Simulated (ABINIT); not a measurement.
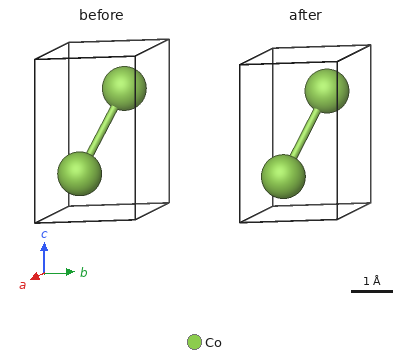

The structure of a crystal of Co (set up in P-3m1) before (left) and after (right) a relaxation, at one scale.

The picture is a ball-and-stick view of the cell of the calculation, seen slightly off an axis.

The run lets cell and atoms move.

Theory: Kohn-Sham DFT of a periodic cell, LDA, PseudoDojo NC SR LDA v0.4.1 standard (ABINIT).

Input file:
```
pp_dirpath "./"
pseudos "Co.upf"

acell 2.4873648738 2.4873648738 4.0632895034 Angstrom
rprim
     1.0000000000     0.0000000000     0.0000000000
    -0.5000000000     0.8660254038     0.0000000000
     0.0000000000     0.0000000000     1.0000000000
ntypat 1
znucl 27
natom 2
typat 1 1
chkprim 0
chksymtnons 0
tolsym 1.0e-6
xred
            1/3            2/3   0.7401390000
            2/3            1/3   0.2598610000

ecut 48.0
ecutsm 0.5

kptopt 1
ngkpt 9 9 5
nshiftk 1
shiftk 0.0 0.0 0.0

ixc 7

nband 22
occopt 3
tsmear 0.05 eV

nsppol 2
spinat
     0.0000000000     0.0000000000     2.0000000000
     0.0000000000     0.0000000000     2.0000000000

nstep 80
tolvrs 1.0e-12

iomode 3
prteig 0
prtebands 0
prtwf 0
prtden 0

ionmov 2
optcell 2
ntime 50
tolmxf 2.0e-5
dilatmx 1.08
```

Run as
```bash
mpirun --bind-to none -np 4 abinit run.abi > log 2>&1
```

Q: What changed between the two?

A: The largest moves relative to the cell, 0.039 Å, are those of Co atoms. The drawn cell changes as follows: a = b 2.487 → 2.426 Å (−2.5 %), c 4.063 → 3.922 Å (−3.5 %); the volume changes by −8.2 %. Some distances before and after: Co–Co 2.554 → 2.410 Å, Co–Co 2.487 → 2.426 Å, Co–Co 2.423 → 2.410 Å. The space group (tolerance 0.01 Å) goes from P-3m1 (No. 164) to P6_3/mmc (No. 194). After 8 geometry steps the energy has fallen by 68.2 meV per atom. The largest force component goes from 0.4 to 0.00024 eV/Å. Pressure: −18.85 GPa at the start and 0.00 GPa at the end.

Limits of the set-up: only the magnetic order of this start and cell was tried (total moment 3.0 μB per cell).
